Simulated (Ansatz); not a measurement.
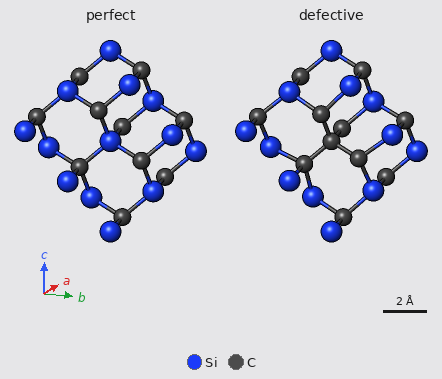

Left: perfect SiC. Right: the same region with one point defect, after relaxing the atoms in a supercell of 64 sites. A ball-and-stick model of the atoms within 4.6 Å of one point, in a slice 4.2 Å thick across the line of sight, seen from a free direction.

All numbers below come from DFT, PBEsol, PAW, plane waves in Ansatz. Set-up: plane-wave cutoff 420 eV; k-point mesh 1 × 1 × 1; mesh shifted by (0.25, 0.25, 0.25); collinear spin. Fermi-Dirac smearing of 0.01 eV. A uniform background neutralises the charged cell. The axes drawn are those of the host's conventional cell.

### Which defect is it?

A silicon atom is replaced by carbon.

The charge state of the cell is +1.

### What does the relaxation do around it?

In the host the Si atom has 4 C at 1.89 Å; the C atom ends with 4 C at 1.65 to 1.68 Å. Of the host's atoms, a carbon atom moves furthest from its site, by 0.23 Å. The cell's net moment is 0.96 μB.

Limits of the set-up: the cell is charged, on a uniform background, and energies carry no finite-size correction.
